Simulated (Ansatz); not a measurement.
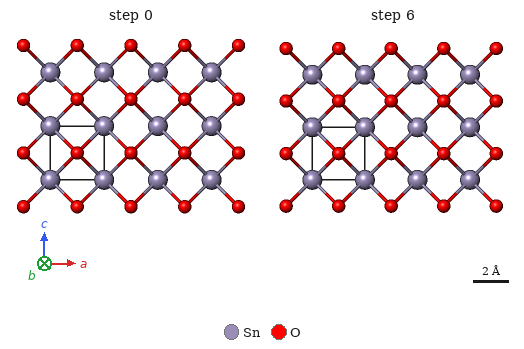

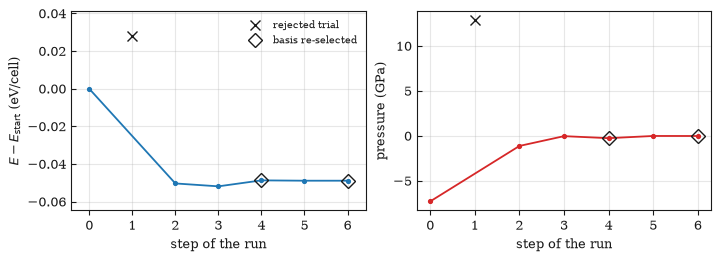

First and last geometry of a relaxation of crystalline SnO (a generated structure, set up in Pm-3m), with the history of the run. A ball-and-stick model of the cell of the calculation, repeated 3 × 1 × 2 with one cell outlined, seen along the b axis.

The run lets cell and atoms move.

All numbers below come from Ansatz 0.2.0, Kohn-Sham DFT of a periodic cell, PBEsol0, Ansatz PAW.

Input file:
```yaml
crystal:
  lattice:
    - [3.13193, 0.0, 0.0]
    - [0.0, 3.13193, 0.0]
    - [0.0, 0.0, 3.13193]
  atoms:
    - { symbol: Sn, position: [0.0, 0.0, 0.0] }
    - { symbol: O, position: [0.5, 0.5, 0.5] }
hamiltonian:
  xc: { exchange: pbesol, correlation: pbesol, exx: { coeff: 0.25 } }
  pseudopotentials: { kind: paw }
kpoints:
  mp_grid: { grid: [5, 5, 5] }
scf:
  occupations: { method: fermi_dirac, width: 0.05 }
output:
  forces: true
  stress: true
  eigenvalues: true
relax:
  f_tol: 0.01
  max_steps: 40
  cell: { stress_tol: 0.05 }
```

### Did the run converge, and what did it change?

It converged. No atom moves by more than 0.005 Å relative to the cell. The drawn cell changes as follows: a = b = c 3.132 → 3.062 Å (−2.2 %); the volume changes by −6.5 %. Among the contacts that change: O–Sn 2.712 → 2.652 Å. The space group stays Pm-3m (No. 221). After 3 accepted moves (6 points after the start) the energy has fallen by 48.8 meV per cell of the calculation. All forces vanish by symmetry, so only the cell relaxes. The pressure goes from −7.28 to −0.01 GPa. The line search rejected the trial step at point 1 of the run. At 2 points the geometry stayed and the basis and grid were re-selected for the new cell (energy shift of 3.2 meV per cell of the calculation at most each time). At step 1 the optimiser overshot: the energy rose above the start, and later steps came back. The run took 50 s on 1 × NVIDIA H100 80GB HBM3 with 2 threads of AMD EPYC 7R13 Processor (Zen 3), on a shared host, peak memory 1.7 GiB.

```tsv
step	E − E(0), meV/atom	pressure, GPa	volume, Å³/atom	note
0	0.00	-7.28	15.361	
1	14.14	12.84	13.222	rejected
2	-25.15	-1.12	14.511	
3	-25.92	-0.03	14.385	
4	-24.33	-0.25	14.385	same geometry, new basis
5	-24.42	0.00	14.357	
6	-24.42	-0.01	14.357	same geometry, new basis
```
